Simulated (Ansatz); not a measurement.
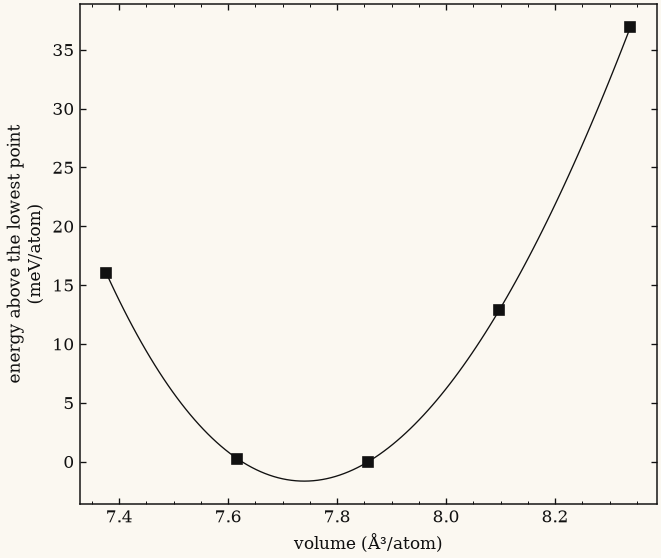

The figure shows the energy above the lowest point against volume for SiO₂, space group Fm-3m (No. 225) (one of a set of cubic test structures, which need not be the stable phase).

Method: equation of state of a cubic crystal from periodic Kohn-Sham density functional theory without spin, third-order Birch-Murnaghan fit to the free energies; pressure corrected for the finite basis (Ansatz 0.2.0 development build). Level: r2SCAN.

- structure type: fluorite
- atoms in cell: 3
- space group number: 225
- lattice centring: face-centred primitive
- k mesh: 13×13×13
- occupation method: Fermi–Dirac
- occupation width: 0.1 eV
- wave cutoff: 1050 eV
- datasets: hand-made PAW
- density tolerance: 1e−09 eV
- bands: 12
- density cutoff ratio: 5
- search for lower states: default
- xc grid level: 2

From this curve and the settings, what does the calculation give for the pressure at the same points?

The pressure falls from 16.2 GPa at volume 7.3764 Å³/atom to −19.3 GPa at 8.3385 Å³/atom, and changes sign near 7.74 Å³/atom.

```
volume (Å³/atom)  pressure (GPa)
          7.3764            16.2
          7.6169             5.0
          7.8574            -4.5
          8.0980           -12.5
          8.3385           -19.3
```

Note: cubic model structure, not the ambient form.
